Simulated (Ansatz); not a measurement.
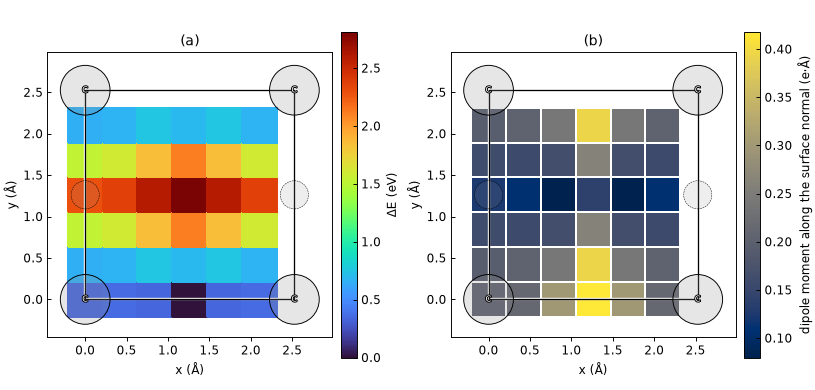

Cl on a C(100) slab cut from the Fd-3m phase, its upper half relaxed before the scan (24 atoms of substrate and one adsorbate in a 2 × 2 cell). Cl is moved over the surface cell; relaxed at each place: the height of the adsorbate's atoms; substrate rigid; the origin of the map has the adsorbate above C21. Places are given modulo a cell vector. The map is drawn in real space over the plane of the surface. The grid has 6 × 6 points; 16 points were computed and 20 follow by symmetry. Places are given in fractions of the 1 × 1 surface cell. All energies are given in eV relative to the lowest grid point. The magnetic moment jumps between some neighbouring points. Method: DFT PBE, scalar-relativistic, plane waves, PAW (Ansatz 0.2.0). Settings: cutoff 420 eV, k-mesh 5×5×1, gaussian smearing 0.05 eV, spin-polarised.

Panel (a) is the energy and panel (b) the computed dipole moment along the surface normal on the same grid.

The picture shows one coloured cell a grid point, labelled circles for the atoms of the top layer and small ones for the second layer, the outline of one cell of the plane.

> How does the dipole moment along the surface normal vary over the map, and what is it at the lowest grid point?

It runs from 0.08 e·Å at (2/6, 3/6) of the cell vectors [nearest 2 C at 2.45 Å] to 0.42 e·Å at a bridge site between two C atoms, (3/6, 0/6) of the cell vectors. At the lowest grid point, a bridge site between two C atoms, (3/6, 0/6) of the cell vectors, it is 0.42 e·Å.

| second ↓, first → | 0/6 | 1/6 | 2/6 | 3/6 | 4/6 | 5/6 |
| --- | --- | --- | --- | --- | --- | --- |
| 5/6 | 0.19 | 0.20 | 0.24 | 0.39 | 0.24 | 0.20 |
| 4/6 | 0.16 | 0.16 | 0.17 | 0.26 | 0.17 | 0.16 |
| 3/6 | 0.12 | 0.10 | 0.08 | 0.14 | 0.08 | 0.10 |
| 2/6 | 0.16 | 0.16 | 0.17 | 0.26 | 0.17 | 0.16 |
| 1/6 | 0.19 | 0.20 | 0.24 | 0.39 | 0.24 | 0.20 |
| 0/6 | 0.20 | 0.21 | 0.30 | 0.42 | 0.30 | 0.21 |

PAW datasets: the set soft_1.
